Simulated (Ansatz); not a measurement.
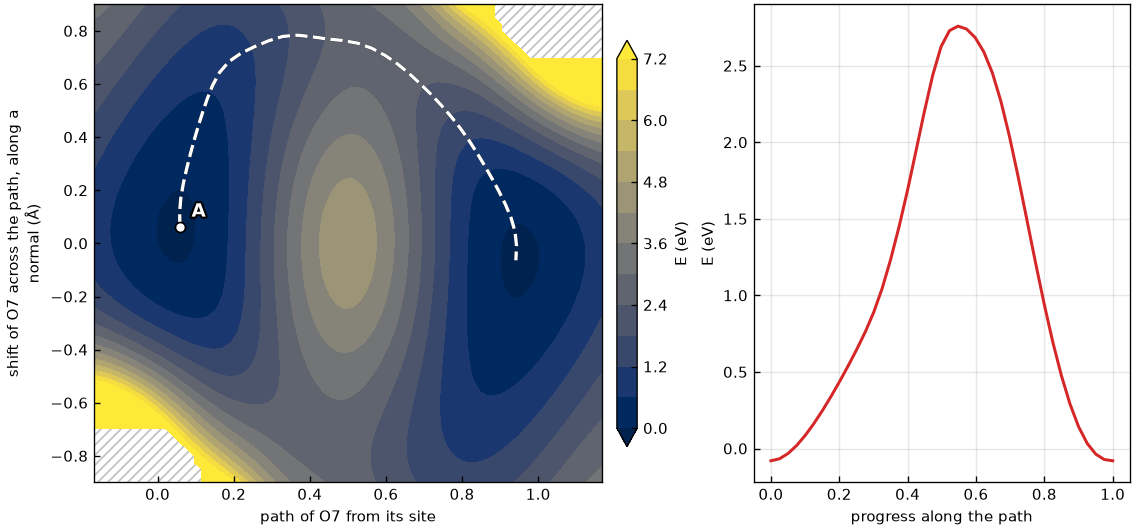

SnO₂ (R-3m phase) with one O vacancy (11 atoms in the cell, cell charge +2). An atom moved over a plane that holds its own site and a neighbouring vacancy (x along [1 0 0], y along [1 2 0], z along [0 0 1] of the conventional cell). Coordinates scanned: (1) path of O7 from its site (0) to the vacancy (1), 2.693 Å; (2) shift of O7 across the path, along a normal. Nothing is relaxed (all other atoms held at the sites of the perfect crystal). The grid has 9 × 7 points; 30 points were computed and 29 follow by symmetry. At 4 points there is no value (left out of the scan, as a rule where atoms come close). Points are written as (first, second). Energies are in eV per cell, from the lowest grid point. The band gap closes in part of the range. The cell is charged on a uniform background, without a charge correction. Computed with DFT PBEsol+D3(BJ), scalar-relativistic, plane waves, PAW (Ansatz). Settings: cutoff 420 eV, k-mesh 6×6×6, gaussian smearing 0.05 eV, no spin polarisation.

The picture shows filled contours, a line along the lowest path, one colour for all values above the top of the scale, hatched blanks where no value was computed, the energy along the path at the right, the start A. Between grid points the surface is interpolated.

### Describe the path and its barrier.

The easiest path leads from the well at about (0.06, 0.1 Å) to a well of about the same depth at about (0.94, −0.1 Å). Its highest point lies about 2.8 eV above the bottom of the first well on the interpolated surface, at about (0.56, 0.7 Å). This is the barrier on the constrained surface; relaxing the other coordinates would change it.
